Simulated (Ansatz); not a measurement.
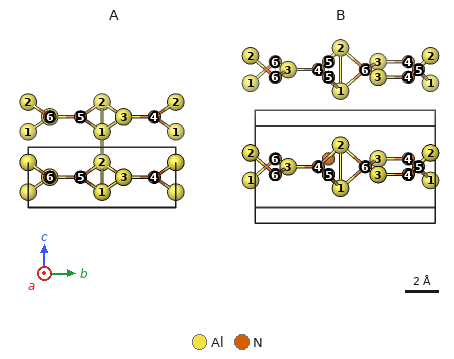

Two geometries of crystalline AlN (a generated structure, set up in C2) (coarse preliminary run), drawn at one scale. One is the start of a relaxation, the other its converged end. A ball-and-stick model of the conventional cell (2 times the calculation's cell), repeated 1 × 1 × 2 with one cell outlined, seen along the a axis. Lengths and directions refer to the drawn axes.

All numbers below come from DFT PBE, scalar-relativistic, plane waves, PAW (Ansatz). Set-up: plane-wave cutoff 420 eV; k-point mesh 6 × 6 × 6; occupations gaussian; smearing width 0.1 eV; no spin polarisation; cell and atoms relaxed; force threshold 0.04 eV/Å; at most 70 steps.

### Which geometry has the lower energy?

Structure B is the relaxed one. The energy falls by 2248 meV per atom in 24 accepted moves (30 points after the start). The largest force component goes from 19 to 0.0053 eV/Å. Pressure: 77.53 GPa at the start and 0.04 GPa at the end. The line search rejected the trial steps at points 10, 23 of the run. At 4 points the geometry stayed and the basis and grid were re-selected for the new cell (energy shift of 102 meV per atom at most each time). The largest moves relative to the cell, 1.01 Å, are those of Al1 and Al2. Al1 goes roughly along −a. Largest moves by element: Al 1.01 Å, N 0.58 Å. The drawn cell changes as follows: a 3.839 → 3.531 Å (−8.0 %), b 8.961 → 10.929 Å (+22.0 %), c 4.139 → 6.451 Å (+55.8 %), β 117.6° → 129.5°; the volume changes by +52.3 %. Some distances before and after: Al1–Al2 1.866 → 4.023 Å, Al1–Al2 (another image) 4.269 → 2.561 Å, N5–N6 1.866 → 3.227 Å, Al1–Al3 1.855 → 2.894 Å. Bonds break: Al1–Al2 (1.87 → 4.02 Å), Al1–Al3 (1.85 → 2.89 Å), Al2–Al3 (1.85 → 2.89 Å). Bond angles that change, for instance: N6–Al3–N6 180.0° → 132.5°, Al3–N6–Al3 180.0° → 132.5°, Al1–N5–Al2 90.4° → 135.4°. The space group stays C2 (No. 5).
